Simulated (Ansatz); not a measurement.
Fe3Co: single-point calculation (part 2 of 2)

Continued. System: Fe3Co (P4/mmm, 4 atoms in the cell). Method: DFT PBEsol, scalar-relativistic, plane waves, PAW, spin-polarised (Ansatz 0.2.0); cutoff 420 eV, 10×10×14 k-mesh, Gaussian smearing of 0.1 eV, collinear spins. The structure derives from a Materials Project entry. It belongs to a series of runs on one base structure; here: ferrimagnetic in the cell, signs +---.

Geometry of the input (Å; fractional positions):
```
4.0236  0.0000  0.0000
0.0000  4.0236  0.0000
0.0000  0.0000  2.8277
Fe 0.5000  0.5000  0.0000
Fe 0.5000  0.0000  0.5000
Fe 0.0000  0.5000  0.5000
Co 0.0000  0.0000  0.0000
```

## Output, continued
```
--- Per-component energies (eV) ---
  E_band       = -910.681320
  E_kinetic    = 1502.550124
  E_local      = -9129.736631  (includes V_loc(G=0)·N_el)
  E_nonlocal   = 1114.543272
  E_hartree    = 3818.045162
  E_xc         = -508.270970
  E_vxc        = -657.686273  (∫ρ·V_xc dr)
  E_paw        = -5485.674999  (= ΣΔE_a)
  E_vpaw       = -1376.444478  (= ΣTr[D̂ρ^β])
  E_aug_tail   = 0.002323  (compensation charges beyond the density's cutoff)
  E_ewald      = -9750.549235
  E_core_change = 0.726024  (= ΣΔE_core)
  E_smearing   = -0.037136  (= −TS)
  E_closure    = -0.000000  (closes the sum)
  Σ components = -18438.402064   (vs F -18438.402064, Δ=0.00e0)
--- Forces (eV/Å), atoms counted from 1 ---
  atom   1  Fe     0.00000000     0.00000000     0.00000000
  atom   2  Fe     0.00000000     0.00000000     0.00000000
  atom   3  Fe     0.00000000    -0.00000000     0.00000000
  atom   4  Co    -0.00000000     0.00000000     0.00000000
  max |Σ_I F_I| component: 8.99e-29 eV/Å
--- Stress (GPa, compression-positive) ---
      -10.108411       0.000000       0.000000
        0.000000     -10.108411       0.000000
        0.000000       0.000000     -10.019732
  P = ⅓ Tr σ = -10.0789 GPa (-100.789 kbar)
--- Band table (eV; the first three rows and the last of 336) ---
  k-point 0 ↑: bands = ["-75.6447", "-69.6864", "-67.2570", "-67.2470", "-39.1114", "-39.1114", "-39.0122", "-35.8915", "-35.8915", "-35.8195", "-33.5693", "-33.5693", "-33.4317", "-33.4269", "-33.3912", "-33.3912", "9.5033", "13.6071", "13.8189", "14.0838", "14.5219", "15.5305", "15.5305", "16.7578", "16.8762", "16.8762", "17.6921", "17.9262", "18.3540", "18.3540", "18.9352", "18.9763", "18.9881", "19.6123", "19.6123", "19.6736", "19.6740", "19.9545", "19.9545", "25.9020", "25.9383", "27.7103", "27.7103", "27.9435", "33.9671", "34.1379", "36.0798", "36.0798"]
  k-point 1 ↑: bands = ["-75.6445", "-69.6861", "-67.2567", "-67.2467", "-39.1110", "-39.1110", "-39.0144", "-35.8905", "-35.8905", "-35.8226", "-33.5697", "-33.5697", "-33.4358", "-33.4306", "-33.3911", "-33.3911", "9.6100", "13.6809", "13.8845", "14.1282", "14.5711", "15.5086", "15.5086", "16.7866", "16.8648", "16.8648", "17.6859", "17.9341", "18.0538", "18.0538", "18.9358", "18.9643", "19.0073", "19.5550", "19.5550", "19.6442", "19.6760", "20.3091", "20.3091", "25.9062", "25.9427", "27.2714", "27.9313", "27.9313", "33.9894", "34.6027", "35.5148", "35.5148"]
  k-point 2 ↑: bands = ["-75.6440", "-69.6852", "-67.2561", "-67.2459", "-39.1099", "-39.1099", "-39.0206", "-35.8878", "-35.8878", "-35.8313", "-33.5711", "-33.5711", "-33.4473", "-33.4408", "-33.3909", "-33.3909", "9.9257", "13.8881", "14.0708", "14.2586", "14.7120", "15.4476", "15.4476", "16.8305", "16.8305", "16.8711", "17.5389", "17.5389", "17.6640", "17.9525", "18.8208", "19.0499", "19.0614", "19.2928", "19.2928", "19.5577", "19.6827", "21.1196", "21.1196", "25.7638", "25.9594", "25.9621", "28.5556", "28.5556", "34.0581", "34.2682", "34.2682", "35.2390"]
  k-point 167 ↓: bands = ["-77.7042", "-69.6723", "-69.6723", "-67.3604", "-41.1112", "-41.1112", "-41.0843", "-35.8935", "-35.8935", "-35.8918", "-35.8835", "-35.8232", "-35.8064", "-33.6022", "-33.6022", "-33.5686", "13.1543", "13.2733", "13.3052", "13.3052", "14.5458", "14.9159", "14.9159", "15.0814", "16.5819", "16.6465", "17.1692", "17.1692", "17.2400", "17.2400", "18.1263", "18.2699", "18.3550", "18.3550", "18.4920", "18.9512", "18.9512", "19.1289", "19.4291", "19.5163", "25.0183", "25.4485", "25.4485", "25.6116", "35.8090", "35.8618", "35.8618", "36.0860"]
--- Löwdin populations: 4 sites ---
  site symbol       q [e]    m [muB]
     0     Fe     15.7510     2.1160
     1     Fe     15.7932    -2.1665
     2     Fe     15.7932    -2.1665
     3     Co     16.7178    -1.6844
  spilling = 0.014534 (of n_electrons = 65.000000)
```

## File populations.tsv
```
# site	symbol	l	j	q_up	q_dn
# orbitals = lowdin
# n_electrons = 65.000000
# spilling = 0.014534
0	Fe	0_3S	-	0.992746	0.993518
0	Fe	0_4S	-	0.492089	0.464912
0	Fe	1_3P	-	2.997974	2.998176
0	Fe	2_3D	-	4.450665	2.360914
1	Fe	0_3S	-	0.993784	0.993198
1	Fe	0_4S	-	0.471564	0.469454
1	Fe	1_3P	-	2.998398	2.998421
1	Fe	2_3D	-	2.349606	4.518818
2	Fe	0_3S	-	0.993784	0.993198
2	Fe	0_4S	-	0.471564	0.469454
2	Fe	1_3P	-	2.998398	2.998421
2	Fe	2_3D	-	2.349606	4.518818
3	Co	0_3S	-	0.993723	0.993600
3	Co	0_4S	-	0.484337	0.462621
3	Co	1_3P	-	2.998382	2.998851
3	Co	2_3D	-	3.040234	4.746037
```

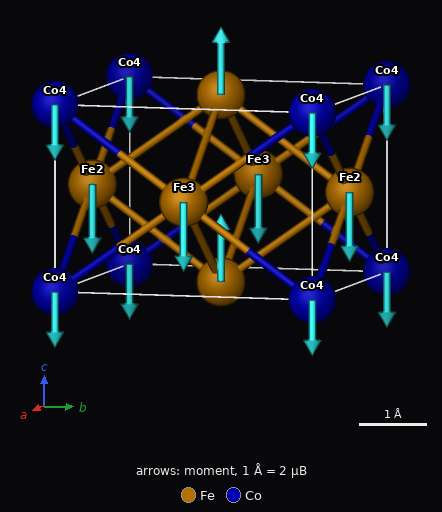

**Figure 1.** Magnetic moments of the sites as teal arrows (ball-and-stick view of the cell of the calculation, seen slightly off an axis; atoms are numbered from 1 in the order of the input); small moments hardly show. The run is collinear, so the axis drawn is arbitrary. Site moments: Fe2, Fe3 (−2.12 μB); Fe1 (2.07 μB); Co4 (−1.71 μB). They are counted near the atoms and needn't add up to the moment of the cell.

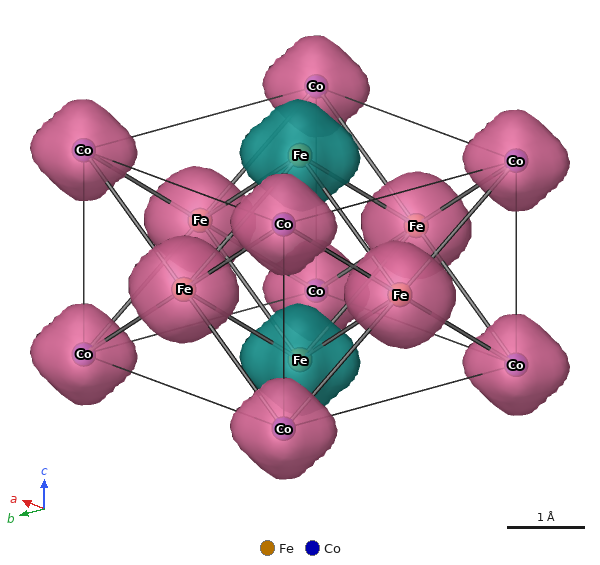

**Figure 2.** Isosurfaces of the spin density (up minus down) at +0.4 (teal) and −0.4 e/Å³ (pink), seen at an oblique angle. Sticks mark near contacts. The outline is the cell set on symmetry axes of the magnetic structure. The spin density sits on Fe: +2.1 μB and −2.1 μB (×2); Co: −1.7 μB in one cell of 4 atoms: ferrimagnetic. The cell of the calculation (4 atoms) carries 3.8 μB net. Core electrons are frozen (PAW), so the fields are smoothed inside the atomic spheres.

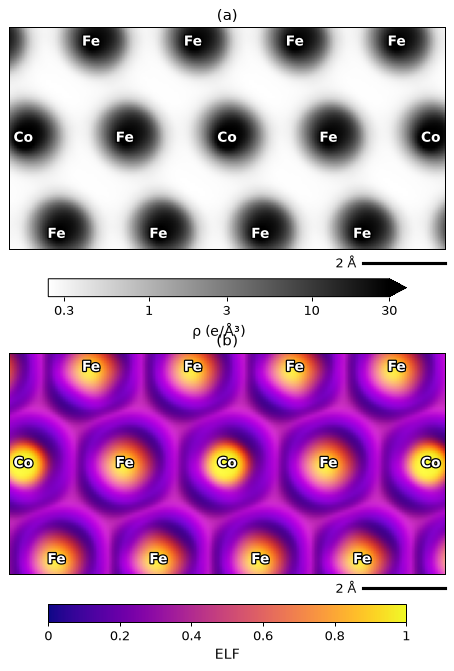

**Figure 3.** (a) valence charge density (pseudo); (b) electron localisation function on the (111) plane of the conventional cell of the magnetic structure. Fe–Fe (2.46 Å): ρ is about 0.36 e/Å³ halfway; the ELF is about 0.30 at the midpoint; no localised pair between them. Fe–Co (2.46 Å): ρ at the midpoint is about 0.36 e/Å³; the ELF is about 0.25 at the midpoint; no shared electron pair. Away from the nuclei the density in this plane falls to 0.24 e/Å³ at its lowest. The strong features right at Fe and Co lie inside the PAW spheres (semicore, d or f shells) and say nothing about bonding.

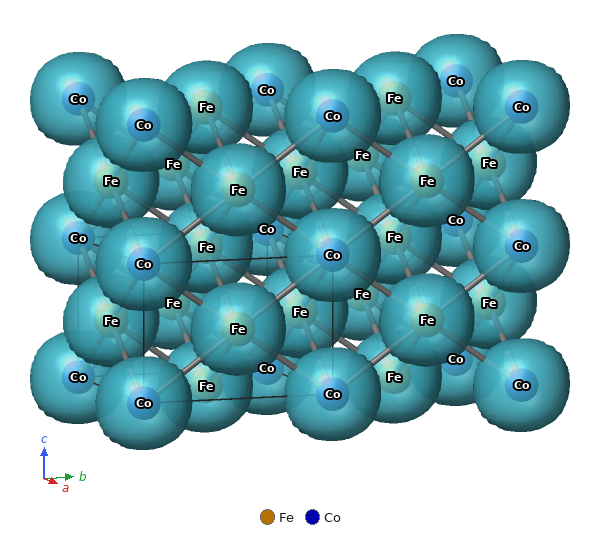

**Figure 4.** Isosurface of the valence electron density at 0.5 e/Å³ (cyan), seen slightly off an axis. Sticks mark near contacts. The outline is the cell set on symmetry axes of the magnetic structure. At this value the density breaks into separate islands; it holds about 85 % of the electrons treated as valence (semicore included). It is pinched off along the Fe–Fe (2.46 Å) and Fe–Co (2.46 Å) contacts. On the grid the lowest density along these lines, outside the cores, is 0.36 e/Å³ (Fe–Fe, 2.46 Å) and 0.36 e/Å³ (Fe–Co, 2.46 Å).

## Results in brief

```csv
quantity,value
outcome,converged
space group (tolerance 0.01 Å),P4/mmm (123)
electrons treated,65
free energy,−18438.4021 eV
Fermi energy,18.386 eV
gap on the k-point mesh,none (metallic)
net moment of the cell,−3.76 μB
integrated absolute moment,8.29 μB
pressure,−10.08 GPa
largest force (length of the vector),under 0.001 eV/Å
wall time,88 s
peak memory,0.76 GiB
```

## Remarks

The cell is under a tension of 10.1 GPa at this level, so it is not at its equilibrium volume.
